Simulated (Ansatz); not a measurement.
**Al: density, localisation and related maps**

The calculation's input:

```
crystal:
  lattice:
    - [2.8144222649, 0.0, 0.0]
    - [-1.4072111325, 2.4373611784, 0.0]
    - [0.0, 0.0, 9.2410470711]
  atoms:
    - { symbol: Al, position: [-0.1725398516, 0.0, 0.0] }
    - { symbol: Al, position: [0.3333333333, 0.6666666667, 0.25] }
    - { symbol: Al, position: [0.1725398516, 0.0, 0.5] }
    - { symbol: Al, position: [0.6666666667, 0.3333333333, 0.75] }
basis:
  ecutwfc: 420
kpoints:
  mp_grid: { grid: [18, 18, 4] }
hamiltonian:
  xc: pbe
  pseudopotentials: { kind: paw, azcp: { folder: soft_1 } }
  dispersion: d3bj
scf:
  occupations: { method: gaussian, width: 0.15 }
output:
  forces: true
  stress: true
  eigenvalues: true
  write_density: true
  write_potential: true
  elf: true
  volumetric_format: npy
```

Run with:

```sh
ansatz run input.yaml --threads 2 --pin off --max-ram 4096MiB --backend cpu --events-out ev --progress --plain --runs-dir out
```

Below, planes, directions and counts refer to the conventional cell (a = 2.81 Å, b = 4.87 Å, c = 9.24 Å, α = 90.00°, β = 90.00°, γ = 90.00°).

Space group C222₁; a point of a scan over the structure, not its minimum; a structure from a database of computed crystals, not necessarily the ambient phase; changed on purpose from its base cell (mode 4 frozen in at -0.486 Å, equal normal strain along x and y +0.0000); not relaxed (largest force 0.4 eV/Å); PAW files of the earlier set (soft_1).

All numbers below come from DFT PBE+D3(BJ), scalar-relativistic, plane waves, PAW in Ansatz.

In a PAW calculation such maps are meaningful between the atoms, not at the nuclei.

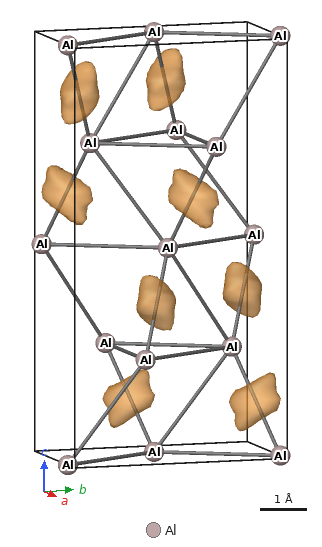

Figure 1. Isosurface of the electron localisation function at 0.7 (orange), seen slightly off an axis. Core shells and regions of very low density are left out. Sticks mark near contacts.

Q: What do the ELF domains correspond to?

A: The ELF exceeds this value in eight regions between bonded Al–Al atoms, counted in one cell of 8 atoms. Any copies at cell faces, edges or corners count once. Along the contacts the grid gives the following. Al–Al (2.62 Å): the ELF peaks at about 0.75 between the atoms. Al–Al (2.81 Å): the ELF peaks at about 0.65 between the atoms.

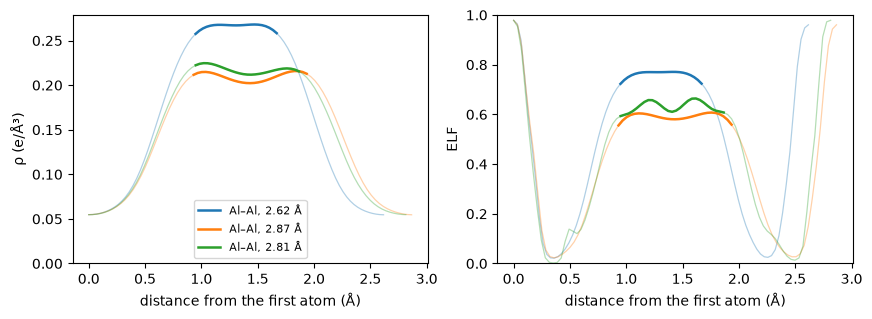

Figure 2. Valence electron density and ELF along straight lines between neighbouring atoms. Thin, pale parts lie inside the atomic spheres.

Q: Compare the contacts.

A: Al–Al (2.62 Å): ρ at the midpoint is about 0.27 e/Å³; the ELF peaks at about 0.75 between the atoms.
Al–Al (2.87 Å): ρ at the midpoint is about 0.2 e/Å³; the ELF peaks at about 0.60 between the atoms.
Al–Al (2.81 Å): the density is about 0.21 e/Å³ at the midpoint; the ELF peaks at about 0.65 between the atoms.

Q: Does the calculation make it a metal, or give it a gap?

A: It is gapless in this calculation (a metal or semimetal).
